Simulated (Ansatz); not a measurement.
# SiW7: what the fields show

Input

```
crystal:
  lattice:
    - [3.2597900577, 0.0, 0.0]
    - [0.0, 3.2597900577, 0.0]
    - [0.0, 0.0, 12.5101459666]
  atoms:
    - { symbol: Si, position: [0.0, 0.0, 0.0] }
    - { symbol: W, position: [0.0, 0.0, 0.2422914823] }
    - { symbol: W, position: [0.5, 0.5, 0.3718284372] }
    - { symbol: W, position: [0.5, 0.5, 0.8832386292] }
    - { symbol: W, position: [0.5, 0.5, 0.1167613708] }
    - { symbol: W, position: [0.0, 0.0, 0.7577085177] }
    - { symbol: W, position: [0.5, 0.5, 0.6281715628] }
    - { symbol: W, position: [0.0, 0.0, 0.5] }
basis:
  ecutwfc: 420
kpoints:
  mp_grid: { grid: [10, 10, 4] }
hamiltonian:
  xc: pbe
scf:
  occupations: { method: gaussian, width: 0.1 }
output:
  forces: true
  stress: true
  eigenvalues: true
  write_density: true
  write_potential: true
  elf: true
  volumetric_format: npy
relax:
  adjacent_minimum: "off"
  f_tol: 0.01
  max_steps: 30
  cell: { stress_tol: 0.1, fix: [volume] }
```

Run with:

```sh
ansatz run input.yaml --threads 1 --pin off --max-ram 2560MiB --backend cpu --events-out ev --progress --plain --runs-dir out
```

Below, planes, directions and counts refer to the conventional cell (a = 3.26 Å, b = 3.26 Å, c = 12.50 Å, α = 90.00°, β = 90.00°, γ = 90.00°).

The fields are those of the run's last geometry, not of the input's.

Space group P4/mmm; a generated structure, not necessarily the stable one; changed on purpose from its base cell (volume × 1.06, shape and atoms relaxed); computed pressure about −15 GPa in this cell.

Method: DFT PBE, scalar-relativistic, plane waves, PAW in Ansatz 0.2.0.

The density is the valence pseudo-density of a PAW calculation; it isn't the true density close to the nuclei.

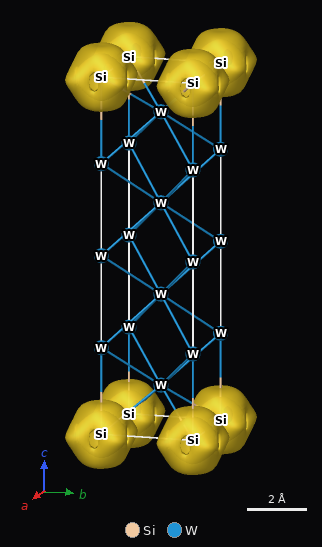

Figure 1. Isosurface of the electron localisation function at 0.6 (yellow), seen slightly off an axis. Only the valence region is drawn (cores and ρ < 0.01 e/Å³ removed). Sticks mark near contacts.

Q: Describe the localisation domains.

A: The ELF exceeds this value in one region wrapped around Si (its valence shell), counted in one cell of 8 atoms. Any copies at cell faces, edges or corners count once.


Si–W (2.73 Å): the ELF peaks at about 0.70 in the valence shell of Si, 1.0 Å from its nucleus, and is about 0.40 at the midpoint. W–W (2.79 Å): the ELF is about 0.45 at the midpoint.

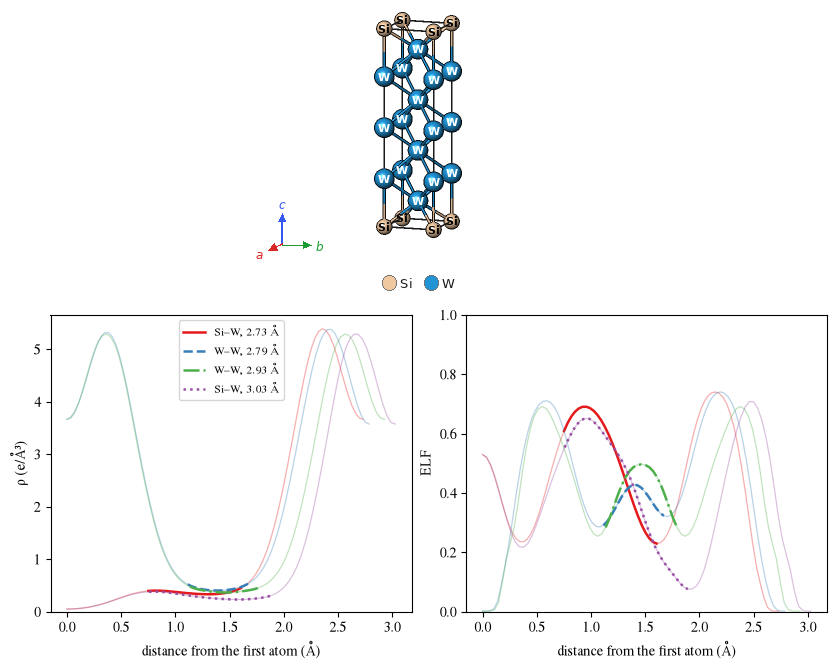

Figure 2. Valence charge density (pseudo) and electron localisation function along straight lines between neighbouring atoms. Thin, pale parts lie inside the atomic spheres. The structure is drawn too.

Q: Compare the contacts.

A: Si–W (2.73 Å): ρ is about 0.33 e/Å³ halfway; the ELF peaks at about 0.70 in the valence shell of Si, 1.0 Å from its nucleus, and is about 0.40 at the midpoint.
W–W (2.79 Å): the density is about 0.4 e/Å³ at the midpoint; the ELF is about 0.45 at the midpoint.
W–W (2.93 Å): ρ at the midpoint is about 0.36 e/Å³; the ELF is about 0.50 at the midpoint.
Si–W (3.03 Å): ρ at the midpoint is about 0.23 e/Å³; the ELF peaks at about 0.65 in the valence shell of Si, 0.9 Å from its nucleus, and is about 0.30 at the midpoint.

Q: Metal or insulator at this level of theory?

A: It is gapless in this calculation (a metal or semimetal).
